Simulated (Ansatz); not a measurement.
## Wannier-function calculation of BP (part 2 of 2)

Continued. System: BP (P6₃/mmc, 4 atoms in the cell). Method: maximally localised Wannier functions of HSE06 bands, plane waves, PAW, no spin polarisation (Ansatz 0.2.0); cutoff 420 eV, 6×6×2 k-mesh, fixed occupations. The structure was built on a prototype by a generator. The geometry comes from this level: r2SCAN. It belongs to a series of runs on one base structure; here: anion p.

Geometry of the input (Å; fractional positions):
```
3.2039  0.0000  0.0000
-1.6020  2.7747  0.0000
0.0000  0.0000  8.4666
B  0.3333  0.6667  0.2500
B  0.6667  0.3333  0.7500
P  0.6667  0.3333  0.2500
P  0.3333  0.6667  0.7500
```

File bands.tsv:
```
# k_distance	band_0	band_1	band_2	band_3	band_4	band_5	band_6	band_7	band_8	band_9	band_10	band_11	band_12	band_13
# fermi_ev = 3.357266
# lock_threshold_ev = 1e-6
# [0, 0, 0] at k_distance = 0.000000
# [0.5, 0, 0] at k_distance = 1.132232
# [0.3333333333, 0.3333333333, 0] at k_distance = 1.785927
# [0, 0, 0.5] at k_distance = 3.144952
# [0.5, 0, 0.5] at k_distance = 4.277184
# [0.3333333333, 0.3333333333, 0.5] at k_distance = 4.930878
# [0.307292, 0.308594, 0] at k_distance = 5.315068
# [0.3666666667, 0.2666666667, 0] at k_distance = 5.434761
# levels_relative_to = fermi_ev
# free_energy_ev = -1824.464630
# largest_residual_norms_ev = 3.903e-4 3.155e-4 5.946e-4 6.480e-4 6.233e-4 6.221e-4 6.634e-4 5.169e-4 9.567e-4 5.366e-4 8.055e-4 2.407e-3 1.707e-3 1.128e-3
0.000000	-15.456911	-15.319103	-5.408121	-4.080296	-2.076920	-2.076920	-2.044581	-2.044581	3.891082	5.522359	5.522359	5.599370	5.599370	6.570743
1.132232	-12.280738	-12.204768	-9.505568	-9.436100	-4.266270	-4.219646	-1.680560	-0.687010	1.426048	2.633582	3.513635	3.697954	8.038748	8.626719
1.785927	-11.500887	-11.500887	-9.053730	-9.053730	-7.140649	-7.049337	-0.144573	-0.144573	1.556119	1.556119	6.094285	8.189741	8.189741	8.529700
3.144952	-15.389375	-15.389375	-4.811614	-4.811614	-2.060767	-2.060767	-2.060767	-2.060767	5.560420	5.560420	5.560420	5.560420	5.709301	5.709301
4.277184	-12.242840	-12.242840	-9.472547	-9.472547	-4.242980	-4.242980	-1.211063	-1.211063	1.934681	1.934681	3.605219	3.605219	9.292270	9.292270
4.930878	-11.500247	-11.500247	-9.056121	-9.056121	-7.095436	-7.095436	0.000000	0.000000	1.322758	1.322758	6.889421	6.889421	8.521731	8.521731
5.315068	-11.626610	-11.583797	-9.014447	-8.978833	-7.014918	-6.925572	-0.585051	0.046142	1.377094	1.967593	6.208362	7.918328	8.133639	8.631855
5.434761	-11.643721	-11.602408	-9.083678	-9.046633	-6.877224	-6.790006	-0.629756	0.024613	1.349031	2.001260	6.319626	7.683482	7.719351	8.725386
```

File rho_z.tsv:
```
# z_ang	rho[e/angstrom^3]
# format = ansatz-planar-average/11
# lattice	3.203935415	0.000000000	0.000000000
# lattice	-1.601967708	2.774689462	0.000000000
# lattice	0.000000000	0.000000000	8.466623591
# sites	4
# site	5	0.000000000	1.849792975	2.116655898
# site	5	1.601967708	0.924896487	6.349967693
# site	15	1.601967708	0.924896487	2.116655898
# site	15	0.000000000	1.849792975	6.349967693
0.000000	1.336075e-2
0.141110	1.452442e-2
0.282221	1.823748e-2
0.423331	2.515136e-2
0.564442	3.639941e-2
0.705552	5.363532e-2
0.846662	7.910228e-2
0.987773	1.154992e-1
1.128883	1.655465e-1
1.269994	2.303739e-1
1.411104	3.067159e-1
1.552214	3.851726e-1
1.693325	4.530306e-1
1.834435	5.013495e-1
1.975546	5.285978e-1
2.116656	5.372079e-1
2.257766	5.285978e-1
2.398877	5.013495e-1
2.539987	4.530306e-1
2.681097	3.851726e-1
2.822208	3.067159e-1
2.963318	2.303739e-1
3.104429	1.655465e-1
3.245539	1.154992e-1
3.386649	7.910228e-2
3.527760	5.363532e-2
3.668870	3.639941e-2
3.809981	2.515136e-2
3.951091	1.823748e-2
4.092201	1.452442e-2
4.233312	1.336075e-2
4.374422	1.452442e-2
4.515533	1.823748e-2
4.656643	2.515136e-2
4.797753	3.639941e-2
4.938864	5.363532e-2
5.079974	7.910228e-2
5.221085	1.154992e-1
5.362195	1.655465e-1
5.503305	2.303739e-1
5.644416	3.067159e-1
5.785526	3.851726e-1
5.926637	4.530306e-1
6.067747	5.013495e-1
6.208857	5.285978e-1
6.349968	5.372079e-1
6.491078	5.285978e-1
6.632188	5.013495e-1
6.773299	4.530306e-1
6.914409	3.851726e-1
7.055520	3.067159e-1
7.196630	2.303739e-1
7.337740	1.655465e-1
7.478851	1.154992e-1
7.619961	7.910228e-2
7.761072	5.363532e-2
7.902182	3.639941e-2
8.043292	2.515136e-2
8.184403	1.823748e-2
8.325513	1.452442e-2
```

File v_z.tsv:
```
# z_ang	v_es[eV]	v_tot[eV]
# format = ansatz-planar-average/11
# xc	hse06
# density_cutoff_ev	1680
# datasets	B=:simpson_from_first_knot:soft:fock:shift=0	P=:simpson_from_first_knot:soft:fock:shift=0
# lattice	3.203935415	0.000000000	0.000000000
# lattice	-1.601967708	2.774689462	0.000000000
# lattice	0.000000000	0.000000000	8.466623591
# sites	4
# site	5	0.000000000	1.849792975	2.116655898
# site	5	1.601967708	0.924896487	6.349967693
# site	15	1.601967708	0.924896487	2.116655898
# site	15	0.000000000	1.849792975	6.349967693
0.000000	8.579526e0	4.828564e0
0.141110	8.555342e0	5.272022e0
0.282221	8.477595e0	5.126526e0
0.423331	8.333670e0	4.356536e0
0.564442	8.097312e0	3.633266e0
0.705552	7.728563e0	2.635764e0
0.846662	7.163455e0	1.379818e0
0.987773	6.310167e0	-2.619209e-1
1.128883	5.041812e0	-2.296296e0
1.269994	3.173475e0	-4.919440e0
1.411104	2.895415e-1	-8.487397e0
1.552214	-3.860624e0	-1.326827e1
1.693325	-8.681451e0	-1.865264e1
1.834435	-1.302111e1	-2.354232e1
1.975546	-1.592170e1	-2.683881e1
2.116656	-1.692578e1	-2.798672e1
2.257766	-1.592170e1	-2.683881e1
2.398877	-1.302111e1	-2.354232e1
2.539987	-8.681451e0	-1.865264e1
2.681097	-3.860624e0	-1.326827e1
2.822208	2.895415e-1	-8.487397e0
2.963318	3.173475e0	-4.919440e0
3.104429	5.041812e0	-2.296296e0
3.245539	6.310167e0	-2.619209e-1
3.386649	7.163455e0	1.379818e0
3.527760	7.728563e0	2.635764e0
3.668870	8.097312e0	3.633266e0
3.809981	8.333670e0	4.356536e0
3.951091	8.477595e0	5.126526e0
4.092201	8.555342e0	5.272022e0
4.233312	8.579526e0	4.828564e0
4.374422	8.555342e0	5.272022e0
4.515533	8.477595e0	5.126526e0
4.656643	8.333670e0	4.356536e0
4.797753	8.097312e0	3.633266e0
4.938864	7.728563e0	2.635764e0
5.079974	7.163455e0	1.379818e0
5.221085	6.310167e0	-2.619209e-1
5.362195	5.041812e0	-2.296296e0
5.503305	3.173475e0	-4.919440e0
5.644416	2.895415e-1	-8.487397e0
5.785526	-3.860624e0	-1.326827e1
5.926637	-8.681451e0	-1.865264e1
6.067747	-1.302111e1	-2.354232e1
6.208857	-1.592170e1	-2.683881e1
6.349968	-1.692578e1	-2.798672e1
6.491078	-1.592170e1	-2.683881e1
6.632188	-1.302111e1	-2.354232e1
6.773299	-8.681451e0	-1.865264e1
6.914409	-3.860624e0	-1.326827e1
7.055520	2.895415e-1	-8.487397e0
7.196630	3.173475e0	-4.919440e0
7.337740	5.041812e0	-2.296296e0
7.478851	6.310167e0	-2.619209e-1
7.619961	7.163455e0	1.379818e0
7.761072	7.728563e0	2.635764e0
7.902182	8.097312e0	3.633266e0
8.043292	8.333670e0	4.356536e0
8.184403	8.477595e0	5.126526e0
8.325513	8.555342e0	5.272022e0
```

File wannier.spreads.toml:
```
omega_i_ang2 = 13.377509316319227
omega_d_ang2 = 0.676183189930127
omega_od_ang2 = 0.8482927121668695
omega_total_ang2 = 14.901985218416224
least_projectability = 0.6249365933925822
b_vectors_match_mmn = true
n_iter = 9
converged = true
rejected_fitted_steps = 0

[[wannier]]
r = [0.000000000043434954201209095, 1.5060990656985178, 6.349967693441961]
spread = 2.2073433065231143

[[wannier]]
r = [1.6019677075794634, 1.2685903962084453, 2.116655897487074]
spread = 2.207343307019917

[[wannier]]
r = [1.6019677077105905, 0.567003800776529, 2.1166558977764405]
spread = 2.213527723744778

[[wannier]]
r = [-0.0000000000719650962170904, 2.207685661074545, 6.34996769322688]
spread = 2.213527723975787

[[wannier]]
r = [1.6019677075840426, 0.9248963074612846, 2.116655897559196]
spread = 3.030121578525759

[[wannier]]
r = [0.000000000026037135514917196, 1.8497931541877166, 6.349967693141938]
spread = 3.030121578626833

[[curvature_check]]
after_line_search = 9
omega_tilde_before_ang2 = 1.5244759020969965
krylov_steps = 29
lowest_ritz_value_ang2 = 0.0003178795819098484
residual_ang2 = 2.7424176089338703e-12
settled = true
outcome = "no-negative-curvature"
```

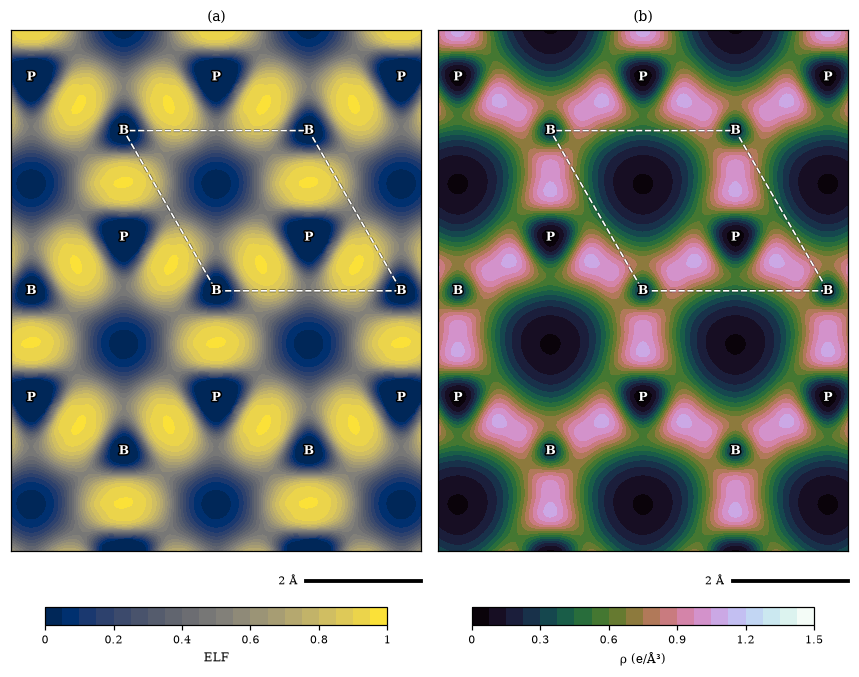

Figure 1. (a) electron localisation function; (b) valence pseudo-density on the (001) plane of the conventional cell. Atoms in the plane: B and P. Away from the nuclei the density in this plane falls to 0.07 e/Å³ at its lowest. In a PAW calculation such maps are meaningful between the atoms, not at the nuclei.

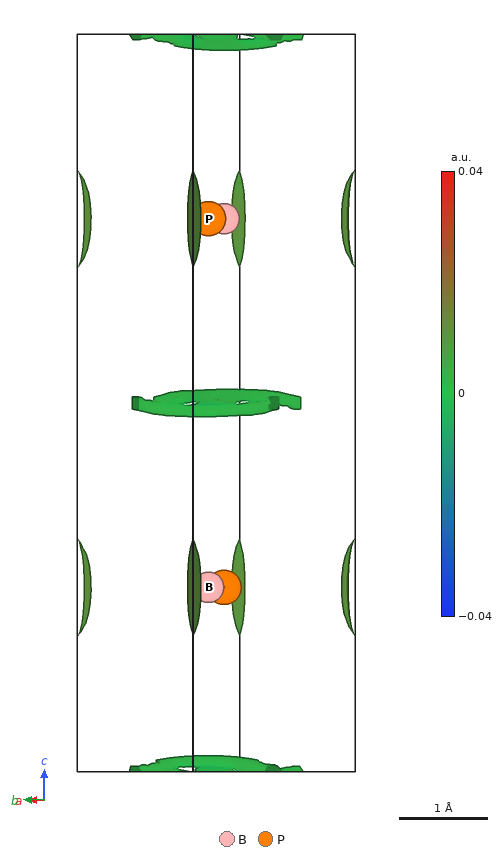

Figure 2. Non-covalent interaction (NCI) plot: the surface where the reduced density gradient is 0.4, for densities under 0.05 a.u., coloured by sign(λ₂)ρ; seen at an oblique angle. The outline is the cell set on symmetry axes. Between B and P on one side and B and P on the other: a weak, van der Waals-like contact (green) (×2) Sheets between layers or molecules: weak, van der Waals-like contact (green) (×2)

Results in brief:

| quantity | value |
| --- | --- |
| outcome | converged |
| space group (tolerance 0.01 Å) | P6₃/mmc (194) |
| electrons treated | 16 |
| free energy | −1824.4646 eV |
| total spread of the Wannier functions | 14.902 Å² |
| Fermi energy | 3.357 eV |
| gap on the k-point mesh | 1.32 eV |
| hardware | 4 threads of Arm Neoverse N1, 60 GiB of memory available, shared host |
| wall time | 92 s (CPU time 5.2 min) |
| peak memory | 1.1 GiB |
